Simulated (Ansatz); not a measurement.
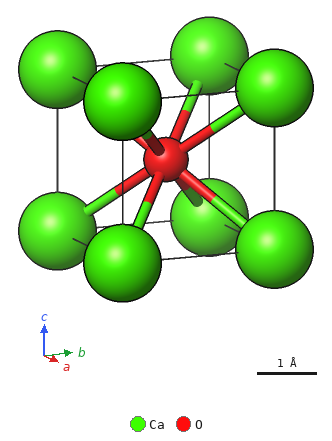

Lattice vibrations of a crystal of CaO (a generated structure) at a fixed volume, space group Pm-3m (No. 221), at the zone centre. Style: ball-and-stick. Shown: the cell of the calculation, slightly off an axis.

All numbers below come from DFT PBEsol, scalar-relativistic, plane waves, PAW (Ansatz 0.2.0).

The input:
```yaml
crystal:
  lattice:
    - [2.8344, 0.0, 0.0]
    - [0.0, 2.8344, 0.0]
    - [0.0, 0.0, 2.8344]
  atoms:
    - { symbol: Ca, position: [0.0, 0.0, 0.0] }
    - { symbol: O, position: [0.5, 0.5, 0.5] }
basis:
  ecutwfc: 420
kpoints:
  mp_grid: { grid: [8, 8, 8] }
hamiltonian:
  xc: pbesol
scf:
  occupations: { method: fixed }
output:
  eigenvalues: true
phonons:
  method: dfpt
  dielectric: true
  rigid_motions: translations
  eigenvectors: true
```

Launched with:
```bash
ansatz run input.yaml --threads 1 --pin off --max-ram 1228MiB --backend cpu --events-out ev --progress --plain --runs-dir out
```

Frequencies are those without the non-analytic (LO–TO) term.

**List the optical modes.**

The calculation's cell holds 2 atoms, so there are 3 optical modes, in 1 level. The optical modes span T₁u. No level is unstable.

```json
{"level": "1", "symmetry": "T₁u", "frequency (cm⁻¹)": "195", "activity": "infrared-active"}
```

The modes drawn as arrows (one member of each degenerate set):

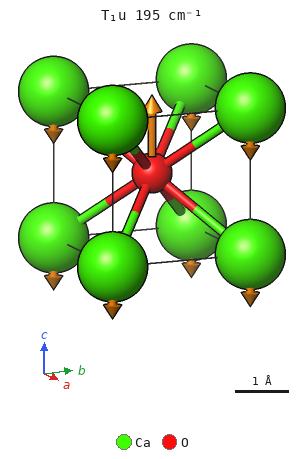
